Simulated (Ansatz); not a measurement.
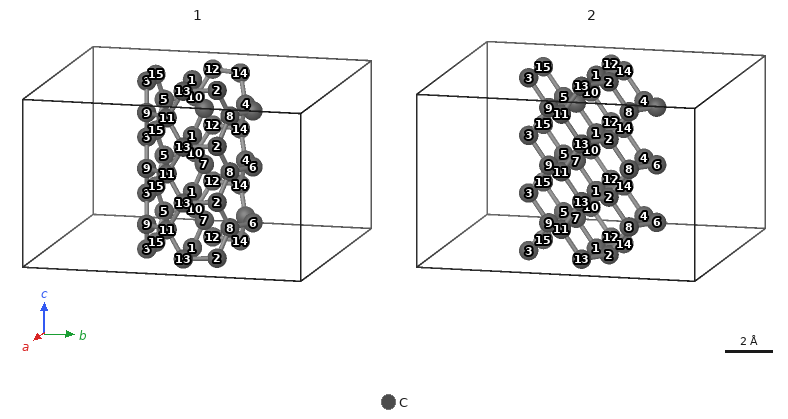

Two geometries of a wire of composition C, drawn at one scale. One is the start of a relaxation, the other its converged end. Style: ball-and-stick. Shown: the 3 repeat of the cell, with the vacuum cut short (origin shifted), slightly off an axis.

These are results of Ansatz, DFT PBE, scalar-relativistic, plane waves, PAW, not measurements. Settings: plane-wave cutoff 420 eV; k-point mesh 1 × 1 × 13; occupations gaussian; smearing width 0.05 eV; collinear spin; cell relaxed at fixed a, b, alpha, beta, gamma; force threshold 0.02 eV/Å; at most 45 steps.

> Which one is relaxed?

Structure 1 is the relaxed one. Case: wire along [1 1 0], 15 atoms a period. The energy falls by 9.432 eV per cell of the calculation in 23 accepted moves (29 points after the start). Largest force component: 5.9 eV/Å at the start, 0.0061 eV/Å at the end. The line search rejected the trial steps at points 5, 11, 18, 20 of the run. At 2 points the geometry stayed and the basis and grid were re-selected for the new cell (energy shift of 10.4 meV per cell of the calculation at most each time). The largest move relative to the layer's centre is that of C7, 0.98 Å. Along the periodic axis the drawn cell goes c 7.576 → 7.353 Å (−2.9 %). Among the contacts that change: C5–C7 1.546 → 2.646 Å, C1–C14 1.546 → 2.568 Å, C3–C15 2.525 → 1.538 Å, C1–C15 2.961 → 1.981 Å. New bonds form: C3–C15 (2.53 → 1.54 Å). Bonds break: C1–C14 (1.55 → 2.57 Å), C1–C2 (1.55 → 2.57 Å), C5–C7 (1.55 → 2.65 Å), C7–C9 (1.55 → 2.65 Å). Bond angles that change, for instance: C7–C1–C7 109.5° → 133.2°, C4–C6–C8 109.5° → 126.3°, C6–C4–C14 109.5° → 122.3°. The program noted that the starting moments weren't kept. The run may lie on a higher electronic state than the lowest, so the end point isn't shown to be the ground-state structure.
